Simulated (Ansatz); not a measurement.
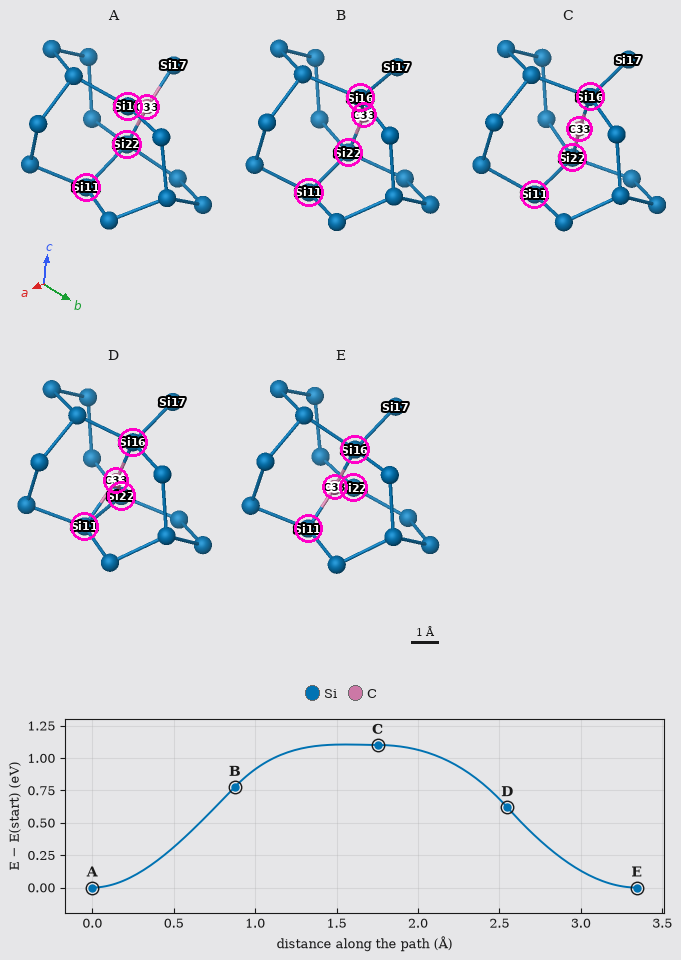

A search for the minimum-energy path of a defect cell of composition Si$_{32}$C (33 atoms in the cell) by the nudged elastic band. Images are numbered from 0 (start) to 4 (end). Frames A to E are images 0, 1, 2, 3, 4. Style: ball-and-stick. Shown: the atoms within 4.1 Å of the middle of the path, slightly off an axis. The atoms that move most are ringed. Bonds to atoms that aren't drawn are left out.

Computed with DFT PBE, scalar-relativistic, plane waves, PAW in Ansatz 0.2.0. Set-up: plane-wave cutoff 420 eV; k-point mesh 2 × 2 × 2; Gaussian smearing 0.02 eV; 3 movable images; climbing image.

> Read off the barrier and say what moves.

The barrier is about 1.10 eV in both directions, with image 2 at the top; the ends have the same energy. The C atom travels furthest, 2.15 Å from end to end, roughly along [0 −2 −3], on a path that bends up to 0.09 Å away from the straight line. At the highest image its nearest neighbour (Si) is 1.73 Å away, against 1.75 Å at the start, and the surrounding atoms stand up to 0.53 Å off the mean of their end positions. Breaking: C–Si (1.82 → 3.76 Å). Forming: C–Si (3.76 → 1.82 Å). The band is converged.

Cost: 3.1 min on 4 threads of Intel(R) Xeon(R) Platinum 8488C (Sapphire Rapids), with other jobs on the host, peak memory 2.2 GiB.
